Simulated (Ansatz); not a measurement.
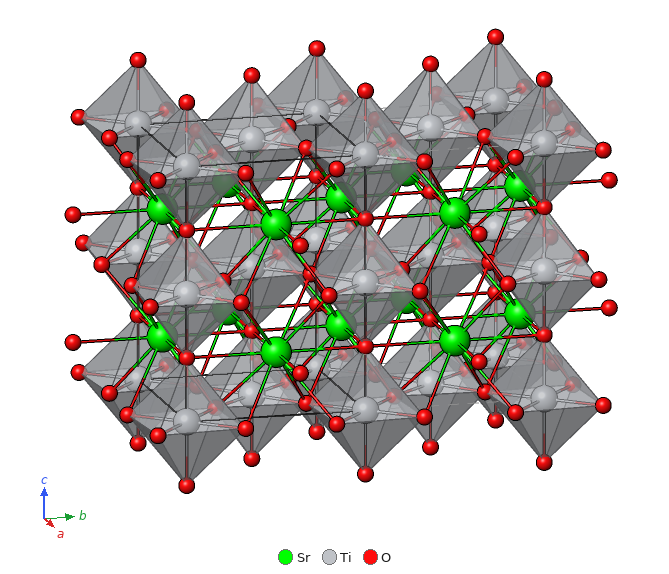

The image is a polyhedral drawing of a crystal, viewed slightly off an axis. The picture spans 1×2×1 cells, one conventional unit cell being drawn with solid lines. Some neighbours outside the box are added.

SrTiO3, space group I4/mcm (No. 140), a = 5.52 Å, b = 5.52 Å, c = 7.83 Å, α = 90.00°, β = 90.00°, γ = 90.00°.

Level of theory and settings: Ansatz, DFT, PBE0, plane waves, PAW, an energy cutoff of 420 eV, k-points about 0.40 Å⁻¹ apart, no spin polarisation.

Predict the gap.

Answer. An insulator at this level, with a gap of 4.13 eV, direct.

State the hydrostatic pressure.

Answer. The computed pressure is -1.9 GPa (stretched: it would shrink).

The structure comes from a structure listed in the Materials Project. Earlier steps of the study, as a rule a relaxation of our own, may have changed the cell and positions, so they can lie some per cent off the listed ones. An electronic-structure calculation with Ansatz was run on it.
